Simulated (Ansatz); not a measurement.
```
Fe
1.0
     2.83158    0.00000    0.00000
     0.00000    2.83158    0.00000
     0.00000    0.00000    2.83158
Fe
2
Direct
  0.00000 0.00000 0.00000
  0.50000 0.50000 0.50000
```

Space group Im-3m; computed pressure about −9 GPa in this cell; spin-polarised.

Level of theory: DFT PBEsol, scalar-relativistic, plane waves, PAW (Ansatz).

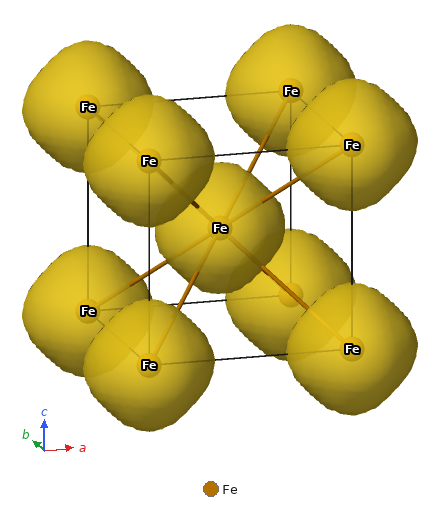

Fe. Isosurfaces of the spin density (up minus down) at +0.15 (yellow) and −0.15 e/Å³ (cyan), seen slightly off an axis. Sticks mark near contacts.

The density is the valence pseudo-density of a PAW calculation; it isn't the true density close to the nuclei.

Q: Where is the spin, and how is it ordered?

A: The spin density sits on Fe: +2.2 μB (×2) in one cell of 2 atoms: parallel moments, as they must be, since the calculation's own cell holds one magnetic site. The cell of the calculation (1 atoms) carries 2.2 μB of net spin moment. Only one sign reaches the isovalue.
